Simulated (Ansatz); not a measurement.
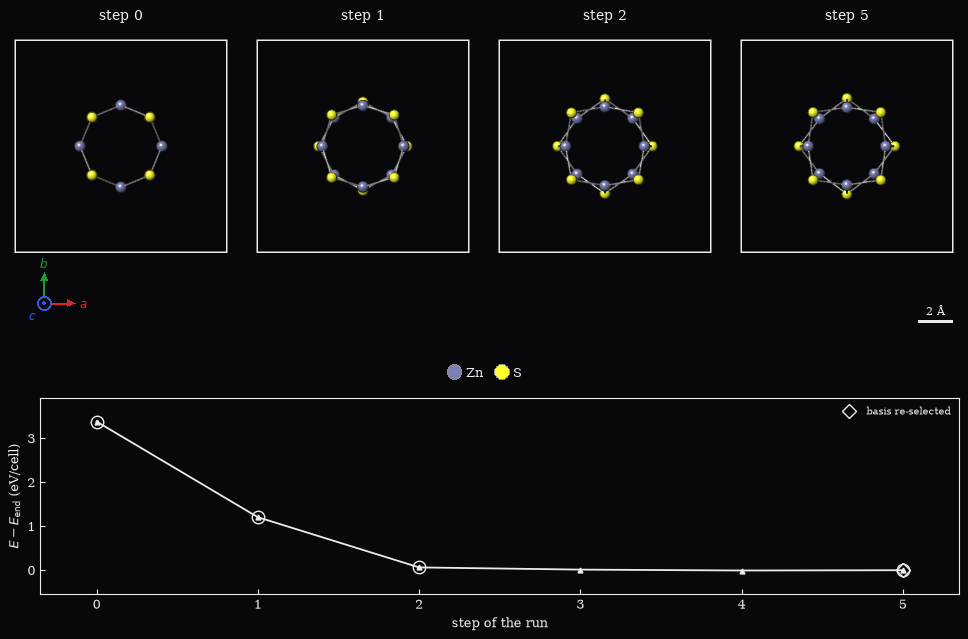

Frames of a relaxation of a wire of composition ZnS, marked on the history of the run. Style: ball-and-stick. Shown: the cell of the calculation, with the vacuum cut short, along the c axis.

Case: (4,0) tube.

Method: Ansatz 0.2.0, DFT PBE, scalar-relativistic, plane waves, PAW.

The input:
```yaml
crystal:
  lattice:
    - [13.4, 0.0, 0.0]
    - [0.0, 13.7, 0.0]
    - [0.0, 0.0, 6.7308988119]
  atoms:
    - { symbol: Zn, position: [0.6846238312, 0.5, 0.6666666667] }
    - { symbol: Zn, position: [0.5, 0.6805809736, 0.6666666667] }
    - { symbol: Zn, position: [0.630548763, 0.627690031, 0.1666666667] }
    - { symbol: Zn, position: [0.3153761688, 0.5, 0.6666666667] }
    - { symbol: Zn, position: [0.369451237, 0.627690031, 0.1666666667] }
    - { symbol: Zn, position: [0.5, 0.3194190264, 0.6666666667] }
    - { symbol: Zn, position: [0.369451237, 0.372309969, 0.1666666667] }
    - { symbol: Zn, position: [0.630548763, 0.372309969, 0.1666666667] }
    - { symbol: S, position: [0.630548763, 0.627690031, 0.8333333333] }
    - { symbol: S, position: [0.6846238312, 0.5, 0.3333333333] }
    - { symbol: S, position: [0.369451237, 0.627690031, 0.8333333333] }
    - { symbol: S, position: [0.5, 0.6805809736, 0.3333333333] }
    - { symbol: S, position: [0.369451237, 0.372309969, 0.8333333333] }
    - { symbol: S, position: [0.3153761688, 0.5, 0.3333333333] }
    - { symbol: S, position: [0.630548763, 0.372309969, 0.8333333333] }
    - { symbol: S, position: [0.5, 0.3194190264, 0.3333333333] }
basis:
  ecutwfc: 420
kpoints:
  mp_grid: { grid: [1, 1, 7] }
hamiltonian:
  xc: pbe
scf:
  occupations: { method: gaussian, width: 0.05 }
output:
  forces: true
  stress: true
  eigenvalues: true
  populations: true
  write_density: true
  write_potential: true
  elf: true
  volumetric_format: npy
relax:
  adjacent_minimum: "off"
  f_tol: 0.02
  max_steps: 45
  cell: { fix: [a, b, alpha, beta, gamma], stress_tol: 0.03 }
```

Launched with:
```bash
ansatz run input.yaml --threads 4 --pin off --max-ram 11264MiB --backend cpu --events-out ev --progress --plain --runs-dir out
```

Question: What happens along the run?

Answer: The largest moves relative to the layer's centre, 0.42 Å, are those of 8 atoms (S9, S10, S11, S12 and others). By element the largest moves are S 0.42 Å, Zn 0.14 Å. Along the periodic axis the drawn cell goes c 6.731 → 6.347 Å (−5.7 %). Among the contacts that change: Zn1–S15 2.201 → 2.278 Å, Zn1–S10 2.244 → 2.282 Å. Bond angles that change, for instance: S10–Zn8–S16 105.3° → 127.7°, Zn1–S10–Zn3 120.6° → 106.1°, Zn3–S10–Zn8 105.3° → 93.2°. The energy falls by 3.382 eV per cell of the calculation in 4 accepted moves (5 points after the start). Largest force component: 1.7 eV/Å at the start, 0.011 eV/Å at the end. The SCF was repeated once at an unchanged geometry on a basis and grid sized afresh for the cell, which shifted the energy by 6.6 meV per cell of the calculation at most. From step 0 to 1: S atoms move most (0.20 Å), energy −2.175 eV per cell of the calculation. From step 1 to 2: S atoms move most (0.19 Å), energy −1.143 eV per cell of the calculation. From step 2 to 5: Zn atoms move most (0.04 Å), energy −63.7 meV per cell of the calculation.

| step | E − E(0), meV/atom | largest force component, eV/Å | note |
| --- | --- | --- | --- |
| 0 | 0.00 | 1.7012 |  |
| 1 | -135.96 | 0.9499 |  |
| 2 | -207.38 | 0.3167 |  |
| 3 | -210.51 | 0.1230 |  |
| 4 | -211.77 | 0.0107 |  |
| 5 | -211.36 | 0.0108 | same geometry, new basis |
